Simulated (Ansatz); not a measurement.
## Band-structure calculation, with input and output: MgO2

- system: MgO2 (Pa-3, 12 atoms in the cell)
- method: DFT, r2SCAN, plane waves, PAW, no spin polarisation (Ansatz 0.2.0)

The structure derives from a Materials Project entry. The geometry comes from this level: r2SCAN.

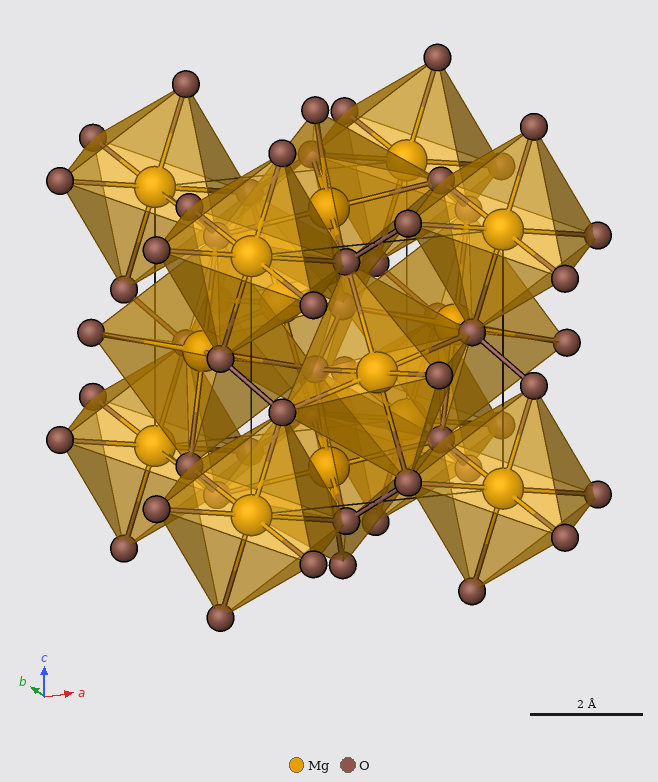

The input geometry (polyhedral view of the cell of the calculation, seen slightly off an axis; polyhedra are completed across the faces of the cell).

**Input file**
```yaml
crystal:
  lattice:
    - [4.833988168, 0.0, 0.0]
    - [0.0, 4.833988168, 0.0]
    - [0.0, 0.0, 4.833988168]
  atoms:
    - { symbol: Mg, position: [0.0, 0.5, 0.5] }
    - { symbol: Mg, position: [0.5, 0.5, 0.0] }
    - { symbol: Mg, position: [0.5, 0.0, 0.5] }
    - { symbol: Mg, position: [0.0, 0.0, 0.0] }
    - { symbol: O, position: [0.4111601936, 0.0888398064, 0.9111601936] }
    - { symbol: O, position: [0.0888398064, 0.9111601936, 0.4111601936] }
    - { symbol: O, position: [0.9111601936, 0.4111601936, 0.0888398064] }
    - { symbol: O, position: [0.5888398064, 0.5888398064, 0.5888398064] }
    - { symbol: O, position: [0.4111601936, 0.4111601936, 0.4111601936] }
    - { symbol: O, position: [0.0888398064, 0.5888398064, 0.9111601936] }
    - { symbol: O, position: [0.9111601936, 0.0888398064, 0.5888398064] }
    - { symbol: O, position: [0.5888398064, 0.9111601936, 0.0888398064] }
kpoints:
  mp_grid: { grid: [6, 6, 6] }
  band_path:
    path:
      - [0.0, 0.0, 0.0]
      - [0.0, 0.5, 0.0]
      - [0.5, 0.5, 0.0]
      - [0.5, 0.5, 0.5]
      - [0.5, 0.0, 0.0]
      - [-0.020833, 0.0, 0.0]
      - [0.229167, 0.234375, 0.234375]
      - [0.0, 0.4, 0.0]
    npoints: 1
hamiltonian:
  xc: r2scan
scf:
  occupations: { method: fixed }
  n_extra_bands: 7
output:
  forces: true
  stress: true
  eigenvalues: true
  write_density: true
  write_potential: true
  elf: true
  volumetric_format: npy
```

Run on 4 threads of Intel Xeon @ 2.50GHz (Skylake/Cascade Lake), 189 GiB of memory available, shared host.

Launched with:
```bash
ansatz run input.yaml --threads 4 --pin off --max-ram 7372MiB --backend cpu --events-out ev --progress --plain --runs-dir out
```

**Log**
```
scf.n_extra_bands = 7 over 44 filled bands (N_el = 88.0): the run solves 51 bands
Engine: ansatz 0.2.0, x86_64-unknown-linux-gnu
Pseudopotentials: kind: paw
Pseudopotential: Mg, paw, valence charge 10, recommended cutoff 500 eV (meta_gga), Mg.paw.azcp
Pseudopotential: O, paw, valence charge 6, recommended cutoff 500 eV (meta_gga), O.paw.azcp
Functional definition: r2SCAN
  parameter k0 = 0.174
  parameter k1 = 0.065
  parameter a1 = 4.9479
  exchange = r2scan_x(k0 = k0, k1 = k1, a1 = a1)
  correlation = r2scan_c
Crystal: 12 atoms, lattice volume = 112.958 Å³
Basis set: ecut = 500 eV, 2897 PW (Γ), exchange–correlation on 144×144×144 points (64 copies of the dense FFT grid, shifted against one another)
Bands: 51, of which v1, the nominal top of the filled ones, is band 44 counted from 1 (43 counted from 0)
Symmetry: 24 space group operations
Space group: Pa-3 (ITA 205), of the structure as read, at distance tolerance 4.8e-5 Å
k-points: 24 of 216
Non-local potential: Mg, projectors of the file, l = 0: 3, l = 1: 2, l = 2: 1
Non-local potential: O, projectors of the file, l = 0: 2, l = 1: 2, l = 2: 1
PAW form: soft (Blöchl's): semilocal exchange-correlation on the pseudo side does not see the compensation charge
PAW frozen core: Mg, regenerated for the run's functional (the file was generated under x = pbe(κ = 0.804, μ = 0.2195149727645171), c = pbe(β = 0.06672455060314922))
PAW frozen core: O, regenerated for the run's functional (the file was generated under x = pbe(κ = 0.804, μ = 0.2195149727645171), c = pbe(β = 0.06672455060314922))
PAW one-centre angular grid: Mg, 302 points (default); XC on 224 Gauss nodes
PAW one-centre angular grid: O, 302 points (default); XC on 160 Gauss nodes
Initial density: superposition of atomic densities (neutral atoms: chi_scale 0, normalization atom), corrected by the library's trained network
Initial wavefunctions: pseudopotential atomic-orbital guess
Functional: x = r2scan, c = r2scan; τ floored in thin density (d = 2e-4 eV/Å³)
SCF iter   1: F=—  HF=-12255.623861 eV  |F-HF|=—  |Δ(HF+E_count)|=         —  Δρ=8.97e-3  dr2=2.57e-2  dr2_τ=5.49e-1  ethr=1.77e-3  ⟨swp⟩=4.9  Hψ=4232  notcnv=0  defer=103
preconditioner: auto → Resta (q_TF=auto, 2.617 Å⁻¹)  ε∞=4.1  [insulator: Δε(μ)=4.682 eV  Ē_g=14.961 eV  n_scr=32 (ndim 8)  ℏωp=26.1 eV  f_vac=0.000  ε∞_Penn≈4.1]
SCF iter   2: F=—  HF=-12255.931285 eV  |F-HF|=—  |Δ(HF+E_count)|=   3.07e-1  Δρ=4.36e-3  dr2=8.64e-3  dr2_τ=9.22e-4  ethr=2.92e-5  ⟨swp⟩=3.0  Hψ=2604  notcnv=0  defer=106
SCF iter   3: F=—  HF=-12255.933208 eV  |F-HF|=—  |Δ(HF+E_count)|=   1.92e-3  Δρ=1.48e-3  dr2=1.11e-3  dr2_τ=1.81e-4  ethr=9.82e-6  ⟨swp⟩=3.0  Hψ=2271  notcnv=0  defer=109
SCF iter   4: F=—  HF=-12255.933570 eV  |F-HF|=—  |Δ(HF+E_count)|=   3.62e-4  Δρ=2.60e-4  dr2=8.24e-5  dr2_τ=6.33e-6  ethr=1.26e-6  ⟨swp⟩=2.0  Hψ=1215  notcnv=0  defer=109
SCF iter   5: F=—  HF=-12255.933582 eV  |F-HF|=—  |Δ(HF+E_count)|=   1.25e-5  Δρ=7.07e-5  dr2=4.53e-6  dr2_τ=4.17e-7  ethr=9.36e-8  ⟨swp⟩=3.0  Hψ=2018  notcnv=0  defer=69
SCF iter   6: F=-12255.933583 eV  HF=-12255.933583 eV  |F-HF|=3.23e-8  |Δ(HF+E_count)|=   7.93e-7  Δρ=9.88e-6  dr2=8.88e-8  dr2_τ=1.10e-8  ethr=1.14e-10  ⟨swp⟩=15.3  Hψ=10275  notcnv=0
SCF 1 converged in 6 iterations: F = -12255.933583 eV  dr2 = 8.88e-8
  greatest PAW one-centre occupation: 1.000 electrons in one spin orbital (limit 2), on the Mg atom at site 3 (counted from 0), in its partial waves of l = 0
NSCF: frozen V_eff on 8 k-points
SCF converged after 6 iterations
Free energy (F): -12255.933583 eV
Harris-Foulkes:  -12255.933583 eV  (|F-HF|=3.23e-8)
Internal energy: -12255.933583 eV  (E = F + TS)
E sigma→0 (E₀):  -12255.933583 eV
Fermi energy:    6.584117 eV
--- Per-component energies (eV) ---
  E_band       = -1416.570344
  E_kinetic    = 1717.351786
  E_local      = -8047.387658  (includes V_loc(G=0)·N_el)
  E_nonlocal   = 763.877688
  E_hartree    = 2777.444717
  E_xc         = -698.504833
  E_vxc        = -1008.766582  (∫ρ·V_xc dr)
  E_paw        = -2461.303192  (= ΣΔE_a)
  E_vpaw       = -462.530905  (= ΣTr[D̂ρ^β])
  E_aug_tail   = 0.008323  (compensation charges beyond the density's cutoff)
  E_vtau       = 65.972800  (kinetic-family band-sum trace: ∫τ·v_τ [+ j·A + Jᵃ·Aᵃ] dr)
  E_ewald      = -6307.060054
  E_core_change = -0.360360  (= ΣΔE_core)
  E_smearing   = -0.000000  (= −TS)
  E_closure    = 0.000000  (closes the sum)
  Σ components = -12255.933583   (vs F -12255.933583, Δ=0.00e0)
--- Forces (eV/Å), atoms counted from 1 ---
  atom   1  Mg     0.00000000    -0.00000000    -0.00000000
  atom   2  Mg     0.00000000    -0.00000000    -0.00000000
  atom   3  Mg     0.00000000    -0.00000000    -0.00000000
  atom   4  Mg     0.00000000    -0.00000000    -0.00000000
  atom   5  O      0.00016070    -0.00016070     0.00016070
  atom   6  O     -0.00016070     0.00016070     0.00016070
  atom   7  O      0.00016070     0.00016070    -0.00016070
  atom   8  O     -0.00016070    -0.00016070    -0.00016070
  atom   9  O      0.00016070     0.00016070     0.00016070
  atom  10  O     -0.00016070    -0.00016070     0.00016070
  atom  11  O      0.00016070    -0.00016070    -0.00016070
  atom  12  O     -0.00016070     0.00016070    -0.00016070
  max |Σ_I F_I| component: 2.82e-18 eV/Å
--- Stress (GPa, compression-positive) ---
        0.018589       0.000000       0.000000
        0.000000       0.018589       0.000000
        0.000000       0.000000       0.018589
  P = ⅓ Tr σ = 0.0186 GPa (0.186 kbar)
--- Band table (eV; the first three rows and the last of 24) ---
  k-point 0: bands = ["-68.7313", "-68.7297", "-68.7297", "-68.7297", "-33.8595", "-33.8595", "-33.8595", "-33.8526", "-33.8470", "-33.8470", "-33.8470", "-33.8444", "-33.8444", "-33.8386", "-33.8386", "-33.8386", "-15.5959", "-14.8119", "-14.8119", "-14.8119", "-8.9699", "-8.9699", "-8.9699", "-8.5641", "0.7405", "1.0870", "1.0870", "1.0870", "1.2980", "1.2980", "1.2980", "2.1921", "2.1921", "3.1917", "3.1917", "3.1917", "4.6996", "4.6996", "4.6996", "6.0961", "6.0961", "6.0961", "6.5841", "6.5841", "11.9604", "11.9604", "11.9604", "11.9820", "13.9605", "18.4372", "18.4372"]
  k-point 1: bands = ["-68.7312", "-68.7298", "-68.7297", "-68.7297", "-33.8587", "-33.8587", "-33.8583", "-33.8525", "-33.8478", "-33.8472", "-33.8465", "-33.8452", "-33.8442", "-33.8402", "-33.8392", "-33.8391", "-15.5436", "-14.8641", "-14.8056", "-14.8056", "-8.9709", "-8.9694", "-8.9523", "-8.6017", "0.5798", "0.6731", "0.9013", "1.0125", "1.4612", "1.5015", "1.7983", "2.0697", "2.2828", "3.0193", "3.0496", "3.2023", "4.8481", "4.9086", "4.9343", "6.0725", "6.0860", "6.1698", "6.4964", "6.5756", "11.6982", "11.8395", "11.9182", "11.9536", "14.4156", "18.2427", "18.4018"]
  k-point 2: bands = ["-68.7309", "-68.7301", "-68.7297", "-68.7297", "-33.8565", "-33.8564", "-33.8548", "-33.8524", "-33.8501", "-33.8477", "-33.8469", "-33.8454", "-33.8439", "-33.8435", "-33.8407", "-33.8405", "-15.4003", "-15.0074", "-14.7931", "-14.7930", "-8.9718", "-8.9692", "-8.8977", "-8.6963", "0.3423", "0.3439", "0.7471", "0.8618", "1.7022", "1.7800", "1.8813", "2.3032", "2.4444", "2.7449", "2.7686", "3.1563", "5.2417", "5.3342", "5.3695", "5.9941", "6.0136", "6.2126", "6.3231", "6.5403", "11.3822", "11.5704", "11.8430", "11.8832", "15.3370", "17.4033", "18.2773"]
  k-point 23: bands = ["-68.7301", "-68.7301", "-68.7301", "-68.7301", "-33.8635", "-33.8635", "-33.8635", "-33.8635", "-33.8424", "-33.8424", "-33.8424", "-33.8424", "-33.8402", "-33.8402", "-33.8402", "-33.8402", "-14.9422", "-14.9422", "-14.9422", "-14.9422", "-9.0160", "-9.0160", "-9.0160", "-9.0160", "1.0614", "1.0614", "1.0614", "1.0614", "1.0909", "1.0909", "1.0909", "1.0909", "3.1141", "3.1141", "3.1141", "3.1141", "5.8697", "5.8697", "5.8697", "5.8697", "6.0359", "6.0359", "6.0359", "6.0359", "11.8935", "11.8935", "11.8935", "11.8935", "16.9502", "16.9502", "16.9502"]
```

**File rho_z.tsv**
```
# z_ang	rho[e/angstrom^3]
# format = ansatz-planar-average/11
# lattice	4.833988168	0.000000000	0.000000000
# lattice	0.000000000	4.833988168	0.000000000
# lattice	0.000000000	0.000000000	4.833988168
# sites	12
# site	12	0.000000000	2.416994084	2.416994084
# site	12	2.416994084	2.416994084	0.000000000
# site	12	2.416994084	0.000000000	2.416994084
# site	12	0.000000000	0.000000000	0.000000000
# site	8	1.987543511	0.429450573	4.404537595
# site	8	0.429450573	4.404537595	1.987543511
# site	8	4.404537595	1.987543511	0.429450573
# site	8	2.846444657	2.846444657	2.846444657
# site	8	1.987543511	1.987543511	1.987543511
# site	8	0.429450573	2.846444657	4.404537595
# site	8	4.404537595	0.429450573	2.846444657
# site	8	2.846444657	4.404537595	0.429450573
0.000000	1.704871e0
0.134277	1.579211e0
0.268555	1.279006e0
0.402832	9.618567e-1
0.537110	7.264012e-1
0.671387	5.591092e-1
0.805665	4.166717e-1
0.939942	3.007685e-1
1.074220	2.312153e-1
1.208497	2.095692e-1
1.342774	2.312153e-1
1.477052	3.007685e-1
1.611329	4.166717e-1
1.745607	5.591092e-1
1.879884	7.264012e-1
2.014162	9.618567e-1
2.148439	1.279006e0
2.282717	1.579211e0
2.416994	1.704871e0
2.551272	1.579211e0
2.685549	1.279006e0
2.819826	9.618567e-1
2.954104	7.264012e-1
3.088381	5.591092e-1
3.222659	4.166717e-1
3.356936	3.007685e-1
3.491214	2.312153e-1
3.625491	2.095692e-1
3.759769	2.312153e-1
3.894046	3.007685e-1
4.028323	4.166717e-1
4.162601	5.591092e-1
4.296878	7.264012e-1
4.431156	9.618567e-1
4.565433	1.279006e0
4.699711	1.579211e0
```

**File v_z.tsv**
```
# z_ang	v_es[eV]	v_tot[eV]
# format = ansatz-planar-average/11
# xc	r2scan
# density_cutoff_ev	2000
# datasets	Mg=:simpson_from_first_knot:soft:shift=0	O=:simpson_from_first_knot:soft:shift=0
# lattice	4.833988168	0.000000000	0.000000000
# lattice	0.000000000	4.833988168	0.000000000
# lattice	0.000000000	0.000000000	4.833988168
# sites	12
# site	12	0.000000000	2.416994084	2.416994084
# site	12	2.416994084	2.416994084	0.000000000
# site	12	2.416994084	0.000000000	2.416994084
# site	12	0.000000000	0.000000000	0.000000000
# site	8	1.987543511	0.429450573	4.404537595
# site	8	0.429450573	4.404537595	1.987543511
# site	8	4.404537595	1.987543511	0.429450573
# site	8	2.846444657	2.846444657	2.846444657
# site	8	1.987543511	1.987543511	1.987543511
# site	8	0.429450573	2.846444657	4.404537595
# site	8	4.404537595	0.429450573	2.846444657
# site	8	2.846444657	4.404537595	0.429450573
0.000000	-4.457826e0	-1.793372e1
0.134277	-3.828979e0	-1.716150e1
0.268555	-2.370398e0	-1.519868e1
0.402832	-6.054503e-1	-1.263427e1
0.537110	1.547697e0	-9.577769e0
0.671387	3.843847e0	-6.623799e0
0.805665	5.957780e0	-3.915979e0
0.939942	7.864436e0	-1.351741e0
1.074220	9.392465e0	5.290570e-1
1.208497	9.978328e0	1.210926e0
1.342774	9.392465e0	5.290570e-1
1.477052	7.864436e0	-1.351741e0
1.611329	5.957780e0	-3.915979e0
1.745607	3.843847e0	-6.623799e0
1.879884	1.547697e0	-9.577769e0
2.014162	-6.054503e-1	-1.263427e1
2.148439	-2.370398e0	-1.519868e1
2.282717	-3.828979e0	-1.716150e1
2.416994	-4.457826e0	-1.793372e1
2.551272	-3.828979e0	-1.716150e1
2.685549	-2.370398e0	-1.519868e1
2.819826	-6.054503e-1	-1.263427e1
2.954104	1.547697e0	-9.577769e0
3.088381	3.843847e0	-6.623799e0
3.222659	5.957780e0	-3.915979e0
3.356936	7.864436e0	-1.351741e0
3.491214	9.392465e0	5.290570e-1
3.625491	9.978328e0	1.210926e0
3.759769	9.392465e0	5.290570e-1
3.894046	7.864436e0	-1.351741e0
4.028323	5.957780e0	-3.915979e0
4.162601	3.843847e0	-6.623799e0
4.296878	1.547697e0	-9.577769e0
4.431156	-6.054503e-1	-1.263427e1
4.565433	-2.370398e0	-1.519868e1
4.699711	-3.828979e0	-1.716150e1
```

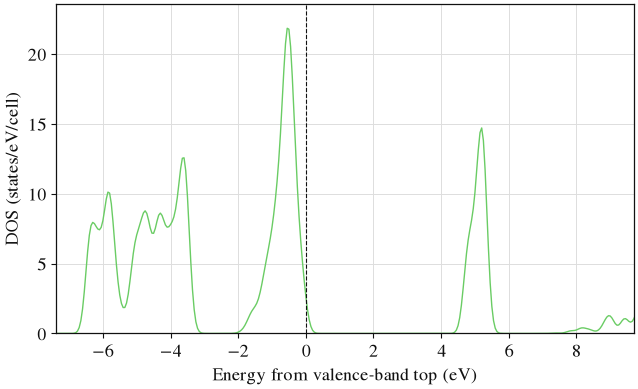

Density of states (the curve is built from the levels of the k mesh with Gaussians 0.3 eV wide, which also blur the band edges), with energies from the valence-band top. There is a gap of 4.71 eV on the k-point mesh. Small ripples come from the finite k-point mesh.

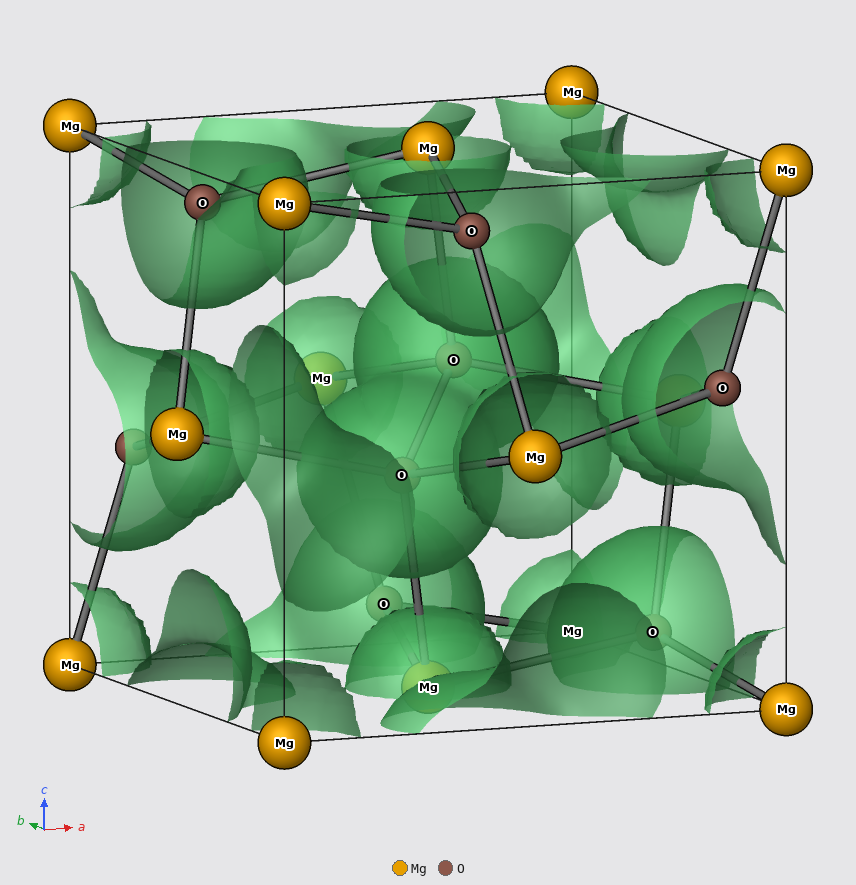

Isosurface of the valence electron density at 0.5 e/Å³ (green), seen slightly off an axis. Sticks mark near contacts. The outline is the cell set on symmetry axes. At this value the density breaks into separate islands; it holds about 85 % of the electrons treated as valence (semicore included). It is pinched off along the Mg–O (2.08 Å) contacts. On the grid the lowest density along these lines, outside the cores, is 1.7 e/Å³ (O–O, 1.49 Å) and 0.3 e/Å³ (Mg–O, 2.08 Å). Core electrons are frozen (PAW), so the fields are smoothed inside the atomic spheres.

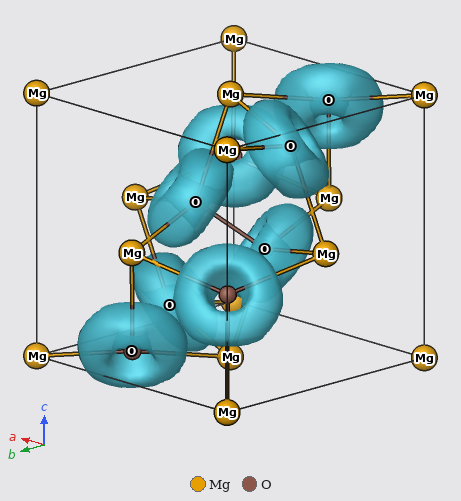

Isosurface of the ELF at 0.75 (cyan), seen at an oblique angle. Only the valence region is drawn (cores and ρ < 0.01 e/Å³ removed). Sticks mark near contacts. The outline is the cell set on symmetry axes. Values along the shortest contacts: Mg–O (2.08 Å): the ELF is about 0.40 at the midpoint.

**Summary**

| quantity | value |
| --- | --- |
| outcome | converged |
| space group (tolerance 0.01 Å) | Pa-3 (205) |
| electrons treated | 88 |
| free energy | −12255.9336 eV |
| Fermi energy | 6.584 eV |
| gap on the k-point mesh | 4.71 eV |
| pressure | 0.02 GPa |
| largest force (length of the vector) | under 0.001 eV/Å |
| wall time | 19 s (CPU time 42 s) |
| peak memory | 0.7 GiB |
